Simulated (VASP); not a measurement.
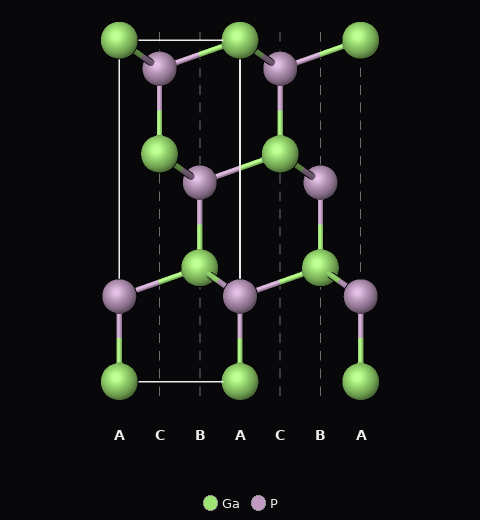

Projection along an edge of the hexagonal mesh, stacking direction [111] upwards. The dashed lines mark the three columns A (0, 0), B (1/3, 2/3) and C (2/3, 1/3). The box is the hexagonal cell of the face-centred cubic lattice. The sequence starts with the first layer at or above the cell's origin.

The compound is GaP, taken as coordinates from a relaxation with VASP, VASP Kohn-Sham DFT of a periodic cell, PBE0, VASP PAW PBE potentials, recommended.

Q: List the layers of one repeat.

A: Ga(A) – P(A) – Ga(B) – P(B) – Ga(C) – P(C) (six layers in 9.46 Å).

Q: How are the P layers alone stacked?

A: P layers alone: ABC, the cubic close-packed type.

Q: Which positions between or in the P layers do the other atoms fill?

A: Ga: three tetrahedral sites (per hexagonal cell).

Q: What short polytype symbol fits?

A: Polytype symbol 3C, the symbol of a tetrahedral polytype (number of double layers in the repeat and lattice).

Heights of the layers:

| layer | atoms (column) | height (Å) | to next (Å) |
| --- | --- | --- | --- |
| 1 | Ga(A) | 0.00 | 2.37 |
| 2 | P(A) | 2.37 | 0.79 |
| 3 | Ga(B) | 3.15 | 2.37 |
| 4 | P(B) | 5.52 | 0.79 |
| 5 | Ga(C) | 6.31 | 2.37 |
| 6 | P(C) | 8.67 | 0.79 |
